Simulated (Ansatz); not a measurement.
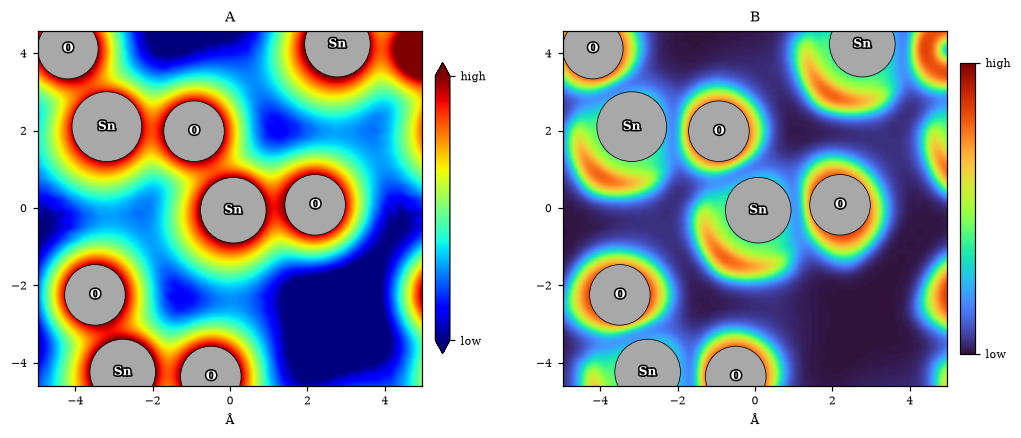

Sn15O16 (cell with a defect): 2 fields on the (001) plane of the calculation cell, with unlabelled colour scales. Grey discs cover the atomic cores.

The program warned that a starting moment wasn't kept; spin-polarised, but the moments vanished.

The calculation used DFT PBE, scalar-relativistic, plane waves, PAW in Ansatz 0.2.0.

Q: Which field does each panel show? The fields are: electron localisation function and valence pseudo-density.

A: Panel A: valence pseudo-density. Panel B: electron localisation function. From the grid: Sn–O (2.12 Å): ρ at the midpoint is about 0.59 e/Å³; the ELF peaks at about 0.80 in the valence shell of O, 0.6 Å from its nucleus, and is about 0.25 at the midpoint: no localised pair shows between them. Sn–O (2.26 Å): ρ at the midpoint is about 0.44 e/Å³; the ELF peaks at about 0.85 in the valence shell of O, 0.6 Å from its nucleus, and is about 0.20 at the midpoint: no localised pair shows between them.
